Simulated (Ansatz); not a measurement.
**Geometry relaxation, with input and output: In2O3 (part 1 of 3)**

System: In2O3 (Ia-3, 40 atoms in the cell).
Method: DFT PBE, scalar-relativistic, plane waves, PAW, PAW set soft_1, no spin polarisation (Ansatz 0.2.0).

The structure derives from an entry of the Crystallography Open Database. Figures and captions count atoms from 1; the log counts them from 0 in places.

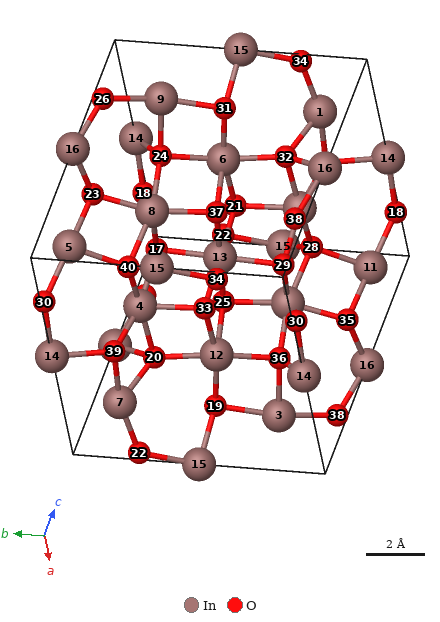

Figure 1. The structure as given in the input (ball-and-stick view of the cell of the calculation, seen at an oblique angle; atoms are numbered from 1 in the order of the input). Near neighbours in the crystal (not all of them lie inside the picture): In has 6 O at 2.16 to 2.25 Å; O has 4 In at 2.16 to 2.25 Å.

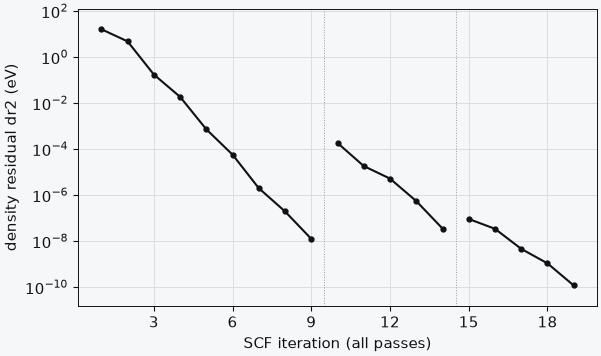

Figure 2. Convergence of the self-consistent field: density residual dr2 against the SCF iteration. The dotted lines part the SCF passes of the relaxation: geometry steps, rejected trials and re-solves on a re-selected basis. The passes take 9, 5 and 5 iterations.

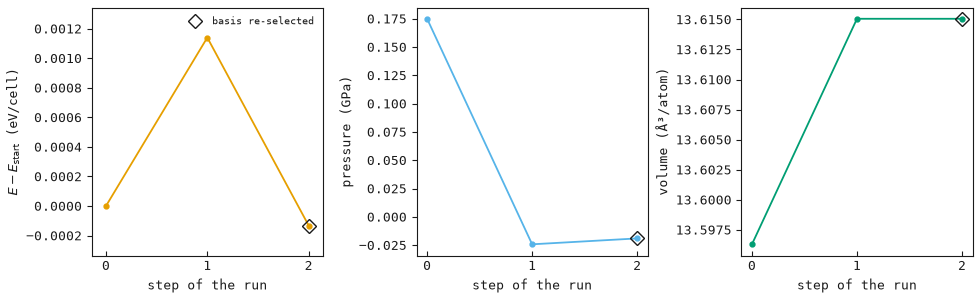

Figure 3. Progress of the relaxation, step by step (the first geometry is step 0 here and step 1 in the log). Over 1 geometry step the energy rises by 1.1 meV per cell of the calculation. The largest force component goes from 0.0052 to 0.0024 eV/Å. The pressure goes from 0.17 to −0.02 GPa. The atoms keep their places relative to the cell (all moves are under 0.005 Å). A last SCF at the same geometry on a re-selected plane-wave basis shifts the energy by −1.3 meV per cell of the calculation.

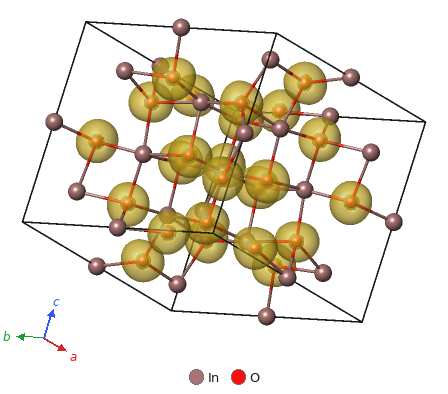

Figure 4. Isosurface of the ELF at 0.65 (yellow), seen at an oblique angle. Core shells and regions of very low density are left out. Sticks mark near contacts. The outline is the calculation cell. Along the contacts the grid gives the following. In–O (2.16 Å): the ELF is about 0.15 at the midpoint. In–O (2.21 Å): the ELF is about 0.15 at the midpoint. The fields are those of the smooth PAW valence density.

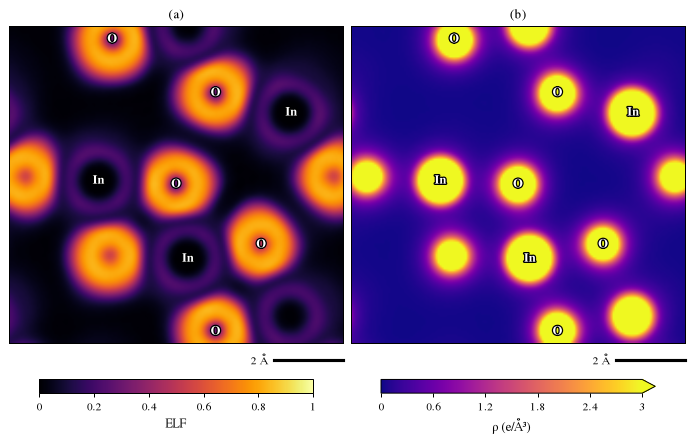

Figure 5. (a) ELF; (b) valence electron density on the (010) plane of the calculation cell. The section cuts through In and O sites. In–O (2.16 Å): the density is about 0.5 e/Å³ at the midpoint; the ELF is about 0.15 at the midpoint. In–O (2.24 Å): ρ is about 0.43 e/Å³ halfway; the ELF is about 0.15 at the midpoint. In–O (2.25 Å): the density is about 0.43 e/Å³ at the midpoint; the ELF is about 0.15 at the midpoint. Away from the nuclei the density in this plane falls to 0.01 e/Å³ at its lowest.

The input and output of the run follow.

Input
```yaml
crystal:
  lattice:
    - [-5.1420961961, 5.1420961961, 5.1420961961]
    - [5.1420961961, -5.1420961961, 5.1420961961]
    - [5.1420961961, 5.1420961961, -5.1420961961]
  atoms:
    - { symbol: In, position: [0.25, 0.2161285444, 0.9661285444] }
    - { symbol: In, position: [0.75, 0.2838714556, 0.5338714556] }
    - { symbol: In, position: [0.9661285444, 0.25, 0.2161285444] }
    - { symbol: In, position: [0.5338714556, 0.75, 0.2838714556] }
    - { symbol: In, position: [0.2161285444, 0.9661285444, 0.25] }
    - { symbol: In, position: [0.2838714556, 0.5338714556, 0.75] }
    - { symbol: In, position: [0.75, 0.7838714556, 0.0338714556] }
    - { symbol: In, position: [0.25, 0.7161285444, 0.4661285444] }
    - { symbol: In, position: [0.0338714556, 0.75, 0.7838714556] }
    - { symbol: In, position: [0.4661285444, 0.25, 0.7161285444] }
    - { symbol: In, position: [0.7838714556, 0.0338714556, 0.75] }
    - { symbol: In, position: [0.7161285444, 0.4661285444, 0.25] }
    - { symbol: In, position: [0.5, 0.5, 0.5] }
    - { symbol: In, position: [0.5, 0.0, 0.0] }
    - { symbol: In, position: [0.0, 0.5, 0.0] }
    - { symbol: In, position: [0.0, 0.0, 0.5] }
    - { symbol: O, position: [0.5368945507, 0.772119497, 0.5442893658] }
    - { symbol: O, position: [0.7278301312, 0.9926051849, 0.9557106342] }
    - { symbol: O, position: [0.9631054493, 0.5073948151, 0.2352249463] }
    - { symbol: O, position: [0.7721698688, 0.727880503, 0.2647750537] }
    - { symbol: O, position: [0.5442893658, 0.5368945507, 0.772119497] }
    - { symbol: O, position: [0.9557106342, 0.7278301312, 0.9926051849] }
    - { symbol: O, position: [0.2352249463, 0.9631054493, 0.5073948151] }
    - { symbol: O, position: [0.2647750537, 0.7721698688, 0.727880503] }
    - { symbol: O, position: [0.772119497, 0.5442893658, 0.5368945507] }
    - { symbol: O, position: [0.9926051849, 0.9557106342, 0.7278301312] }
    - { symbol: O, position: [0.5073948151, 0.2352249463, 0.9631054493] }
    - { symbol: O, position: [0.727880503, 0.2647750537, 0.7721698688] }
    - { symbol: O, position: [0.4631054493, 0.227880503, 0.4557106342] }
    - { symbol: O, position: [0.2721698688, 0.0073948151, 0.0442893658] }
    - { symbol: O, position: [0.0368945507, 0.4926051849, 0.7647750537] }
    - { symbol: O, position: [0.2278301312, 0.272119497, 0.7352249463] }
    - { symbol: O, position: [0.4557106342, 0.4631054493, 0.227880503] }
    - { symbol: O, position: [0.0442893658, 0.2721698688, 0.0073948151] }
    - { symbol: O, position: [0.7647750537, 0.0368945507, 0.4926051849] }
    - { symbol: O, position: [0.7352249463, 0.2278301312, 0.272119497] }
    - { symbol: O, position: [0.227880503, 0.4557106342, 0.4631054493] }
    - { symbol: O, position: [0.0073948151, 0.0442893658, 0.2721698688] }
    - { symbol: O, position: [0.4926051849, 0.7647750537, 0.0368945507] }
    - { symbol: O, position: [0.272119497, 0.7352249463, 0.2278301312] }
basis:
  ecutwfc: 420
kpoints:
  mp_grid: { grid: [4, 4, 4] }
hamiltonian:
  xc: pbe
  pseudopotentials: { azcp: { folder: soft_1 } }
scf:
  occupations: { method: gaussian, width: 0.02 }
output:
  forces: true
  stress: true
  eigenvalues: true
  write_density: true
  write_potential: true
  elf: true
  volumetric_format: npy
relax:
  adjacent_minimum: "off"
  f_tol: 0.005
  max_steps: 80
  cell: { stress_tol: 0.05 }
```

Launched with:
```bash
ansatz run input.yaml --threads 8 --pin off --max-ram 22528MiB --backend cpu --events-out ev --progress --plain --runs-dir out
```

What the program printed
```
Engine: ansatz 0.2.0, x86_64-unknown-linux-gnu
Pseudopotentials: kind: paw
Pseudopotential: In, paw, valence charge 13, recommended cutoff 420 eV (normal), [file]
Pseudopotential: O, paw, valence charge 6, recommended cutoff 420 eV (normal), [file]
Functional definition: PBE
  parameter kappa = 0.804
  parameter beta = 0.06672455060314922
  exchange = pbe_x(kappa = kappa, mu = beta*pi^2/3)
  correlation = pbe_c(beta = beta)
Crystal: 40 atoms, lattice volume = 543.852 Å³
Basis set: ecut = 420 eV, 10641 PW (Γ), exchange–correlation on 120×120×120 points (8 copies of the dense FFT grid, shifted against one another)
Bands: 216, of which v1, the nominal top of the filled ones, is band 176 counted from 1 (175 counted from 0)
Symmetry: 24 space group operations
Space group: Ia-3 (ITA 206), of the structure as read, at distance tolerance 8.2e-5 Å
k-points: 8 of 64
Non-local potential: In, projectors of the file, l = 0: 2, l = 1: 2, l = 2: 2, l = 3: 1
Non-local potential: O, projectors of the file, l = 0: 2, l = 1: 2, l = 2: 1
PAW form: soft (Blöchl's): semilocal exchange-correlation on the pseudo side does not see the compensation charge
PAW one-centre angular grid: In, 590 points (default); XC on 64 Gauss nodes
PAW one-centre angular grid: O, 110 points (default); XC on 64 Gauss nodes
Initial density: superposition of atomic densities (chi_scale 0.1, normalization cell, long waves kept (reshape's long-wave potential 0.01 eV rms))
Initial wavefunctions: pseudopotential atomic-orbital guess
Functional: x = pbe(κ = 0.804, μ = 0.2195149727645171), c = pbe(β = 0.06672455060314922)
SCF iter   1: F=—  HF=-103192.685253 eV  |F-HF|=—  |Δ(HF+E_count)|=         —  Δρ=6.29e-2  dr2=1.64e1  ethr=3.10e-3  ⟨swp⟩=6.0  Hψ=6273  notcnv=0  defer=37
preconditioner: auto → Resta (q_TF=auto, 2.537 Å⁻¹)  ε∞=4.3  [insulator: Δε(μ)=1.169 eV  Ē_g=16.408 eV  σ=0.020 eV  W_gap=1.00  n_scr=140 (ndim 8)  ℏωp=29.9 eV  f_vac=0.000  D(μ)=0.00/eV (n_scr^D=0)  ε∞_Penn≈4.3]
SCF iter   2: F=—  HF=-103189.356558 eV  |F-HF|=—  |Δ(HF+E_count)|=    3.33e0  Δρ=3.17e-2  dr2=4.85e0  ethr=3.10e-3  ⟨swp⟩=2.6  Hψ=2766  notcnv=0  defer=281
SCF iter   3: F=—  HF=-103188.181260 eV  |F-HF|=—  |Δ(HF+E_count)|=    1.18e0  Δρ=4.93e-3  dr2=1.76e-1  ethr=1.38e-3  ⟨swp⟩=2.8  Hψ=2800  notcnv=0  defer=281
SCF iter   4: F=—  HF=-103188.222844 eV  |F-HF|=—  |Δ(HF+E_count)|=   4.16e-2  Δρ=1.55e-3  dr2=1.89e-2  ethr=4.99e-5  ⟨swp⟩=2.9  Hψ=2780  notcnv=0  defer=281
SCF iter   5: F=—  HF=-103188.242653 eV  |F-HF|=—  |Δ(HF+E_count)|=   1.98e-2  Δρ=3.38e-4  dr2=7.31e-4  ethr=5.38e-6  ⟨swp⟩=2.0  Hψ=2686  notcnv=0  defer=281
SCF iter   6: F=—  HF=-103188.243995 eV  |F-HF|=—  |Δ(HF+E_count)|=   1.34e-3  Δρ=1.05e-4  dr2=5.79e-5  ethr=2.08e-7  ⟨swp⟩=2.0  Hψ=2752  notcnv=0  defer=281
SCF iter   7: F=—  HF=-103188.243187 eV  |F-HF|=—  |Δ(HF+E_count)|=   8.08e-4  Δρ=1.69e-5  dr2=2.02e-6  ethr=1.65e-8  ⟨swp⟩=2.0  Hψ=3136  notcnv=0  defer=281
SCF iter   8: F=—  HF=-103188.243190 eV  |F-HF|=—  |Δ(HF+E_count)|=   3.28e-6  Δρ=4.61e-6  dr2=1.97e-7  ethr=5.73e-10  ⟨swp⟩=2.0  Hψ=2855  notcnv=0  defer=281
SCF iter   9: F=-103188.243190 eV  HF=-103188.243190 eV  |F-HF|=4.42e-9  |Δ(HF+E_count)|=   2.66e-7  Δρ=1.45e-6  dr2=1.26e-8  ethr=2.84e-11  ⟨swp⟩=14.4  Hψ=12948  notcnv=0
SCF 1 converged in 9 iterations: F = -103188.243190 eV  dr2 = 1.26e-8
  greatest PAW one-centre occupation: 0.990 electrons in one spin orbital (limit 2), on the In atom at site 15 (counted from 0), in its partial waves of l = 2
relax step   1: F+E_penalty+E_count = -103188.24319009 eV  Δ(F+E_penalty+E_count) = +0.000e0 eV  max|allowed force component| = 5.214e-3 eV/Å  Δτ_max = 0.0000 Å  P = +0.175 GPa  Ω = 543.852 Å³  (9 SCF iters, dr2 threshold 1.00e-7 eV, accepted)
Crystal: 40 atoms, lattice volume = 544.602 Å³
Initial density: handed on by an earlier stage of this run
Initial wavefunctions: those handed on with the density
iter 1 solved again at ethr=5.25e-8 eV; its pass at ethr=3.10e-3 eV (dr2=1.85e-4 eV) is discarded
SCF iter   1: F=—  HF=-103188.243004 eV  |F-HF|=—  |Δ(HF+E_count)|=         —  Δρ=2.06e-4  dr2=1.86e-4  ethr=5.25e-8  ⟨swp⟩=2.0  Hψ=6352  notcnv=0
preconditioner: auto → Resta (q_TF=auto, 2.537 Å⁻¹)  ε∞=4.6  [insulator: Δε(μ)=0.939 eV  Ē_g=15.833 eV  σ=0.020 eV  W_gap=1.00  n_scr=140 (ndim 8)  ℏωp=29.9 eV  f_vac=0.059  D(μ)=0.00/eV (n_scr^D=0)  ε∞_Penn≈4.6]
SCF iter   2: F=—  HF=-103188.243005 eV  |F-HF|=—  |Δ(HF+E_count)|=   1.72e-6  Δρ=6.58e-5  dr2=1.85e-5  ethr=5.25e-8  ⟨swp⟩=2.6  Hψ=2812  notcnv=0
SCF iter   3: F=—  HF=-103188.242048 eV  |F-HF|=—  |Δ(HF+E_count)|=   9.57e-4  Δρ=3.02e-5  dr2=5.26e-6  ethr=5.24e-9  ⟨swp⟩=2.4  Hψ=3019  notcnv=0
SCF iter   4: F=—  HF=-103188.242049 eV  |F-HF|=—  |Δ(HF+E_count)|=   9.54e-7  Δρ=8.74e-6  dr2=5.56e-7  ethr=1.49e-9  ⟨swp⟩=2.2  Hψ=3138  notcnv=0
SCF iter   5: F=-103188.242050 eV  HF=-103188.242050 eV  |F-HF|=5.53e-8  |Δ(HF+E_count)|=   4.22e-7  Δρ=2.43e-6  dr2=3.56e-8  ethr=2.17e-11  ⟨swp⟩=7.1  Hψ=11495  notcnv=0
SCF 2 converged in 5 iterations: F = -103188.242050 eV  dr2 = 3.56e-8
  greatest PAW one-centre occupation: 0.990 electrons in one spin orbital (limit 2), on the In atom at site 14 (counted from 0), in its partial waves of l = 2
relax step   2: F+E_penalty+E_count = -103188.24204983 eV  Δ(F+E_penalty+E_count) = +1.140e-3 eV  max|allowed force component| = 2.437e-3 eV/Å  Δτ_max = 0.0008 Å  P = -0.024 GPa  Ω = 544.602 Å³  energy of the carried Pulay correction = -1.524e-3 eV  (5 SCF iters, dr2 threshold 7.65e-8 eV, accepted)
Initial wavefunctions: pseudopotential atomic-orbital guess (no wavefunctions were taken with the density)
iter 1 solved again at ethr=1.71e-8 eV; its pass at ethr=3.10e-3 eV (dr2=6.02e-5 eV) is discarded
SCF iter   1: F=—  HF=-103188.244206 eV  |F-HF|=—  |Δ(HF+E_count)|=         —  Δρ=1.74e-5  dr2=9.27e-8  ethr=1.71e-8  ⟨swp⟩=3.9  Hψ=11895  notcnv=0
preconditioner: auto → Resta (q_TF=auto, 2.537 Å⁻¹)  ε∞=4.6  [insulator: Δε(μ)=0.941 eV  Ē_g=15.834 eV  σ=0.020 eV  W_gap=1.00  n_scr=140 (ndim 8)  ℏωp=29.9 eV  f_vac=0.059  D(μ)=0.00/eV (n_scr^D=0)  ε∞_Penn≈4.6]
SCF iter   2: F=—  HF=-103188.243316 eV  |F-HF|=—  |Δ(HF+E_count)|=   8.91e-4  Δρ=8.82e-6  dr2=3.46e-8  ethr=2.63e-11  ⟨swp⟩=2.0  Hψ=3136  notcnv=0
SCF iter   3: F=—  HF=-103188.243322 eV  |F-HF|=—  |Δ(HF+E_count)|=   6.29e-6  Δρ=1.04e-6  dr2=4.65e-9  ethr=9.84e-12  ⟨swp⟩=2.0  Hψ=2508  notcnv=0
SCF iter   4: F=—  HF=-103188.243322 eV  |F-HF|=—  |Δ(HF+E_count)|=   6.16e-9  Δρ=5.46e-7  dr2=1.09e-9  ethr=1.32e-12  ⟨swp⟩=2.1  Hψ=2928  notcnv=0
SCF iter   5: F=-103188.243322 eV  HF=-103188.243322 eV  |F-HF|=2.76e-10  |Δ(HF+E_count)|=   1.58e-8  Δρ=1.36e-7  dr2=1.19e-10  ethr=1.00e-12  ⟨swp⟩=6.6  Hψ=8189  notcnv=0
SCF 3 converged in 5 iterations: F = -103188.243322 eV  dr2 = 1.19e-10
relax step   3: F+E_penalty+E_count = -103188.24332192 eV  Δ(F+E_penalty+E_count) = -1.272e-3 eV  max|allowed force component| = 2.437e-3 eV/Å  Δτ_max = 0.0000 Å  P = -0.019 GPa  Ω = 544.602 Å³  stress off target by 1.90e-2 GPa  SCF on the basis re-selected at this cell (its energy is not comparable with the rows above)  (5 SCF iters)
basis re-selected at this cell: Δ(F+E_penalty+E_count) = -1.272e-3 eV, ΔP = +0.005 GPa vs the last step (what re-selecting the basis moved, of the pressure what is left beyond the Pulay correction that the steps carried, after the strain that the cell walked since its last selection, with what the two solves' SCF thresholds leave and, on support functions, any second-order correction that the steps lacked; it is no measure of the basis error at this ecutwfc). This SCF's stress stands 1.90e-2 GPa from its target on what of the cell is left free (relax.cell.stress_tol is 5.00e-2 GPa) and its largest allowed force component is 2.44e-3 eV/Å (relax.f_tol is 5.00e-3 eV/Å): within both
SCF converged after 5 iterations
Free energy (F): -103188.243322 eV
Harris-Foulkes:  -103188.243322 eV  (|F-HF|=2.76e-10)
Internal energy: -103188.243322 eV  (E = F + TS)
E sigma→0 (E₀):  -103188.243322 eV
Fermi energy:    8.574456 eV
```
